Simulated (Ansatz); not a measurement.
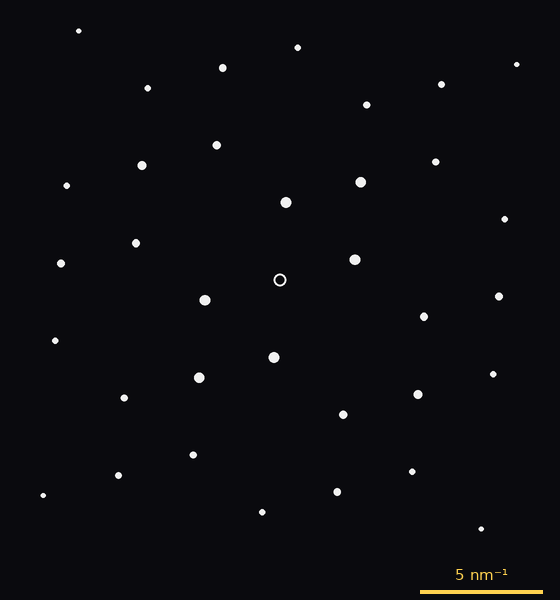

Kinematic zone-axis pattern, calculated for 120 keV electrons with B = 0.3 Å².

Read the repeat vectors of the pattern off the scale bar.

Answer. The spots form a centred rectangular net with both shortest vectors at d = 3.13 Å, 70.5° apart.

What is the point symmetry of the pattern, intensities included?

Answer. 2mm. A zero-layer kinematic pattern is always centrosymmetric (Friedel's law).

What was simulated?

Answer. This cannot be fixed from one zone alone; the pattern is [110] of Ru, space group Fd-3m (No. 227), a = 5.41 Å. The net vectors are -1 1 -1 and -1 1 1. Structure: coordinates from a relaxation with DFT r2SCAN, scalar-relativistic, plane waves, PAW in Ansatz; the starting structure was generated, so it need not be a known form of this composition.
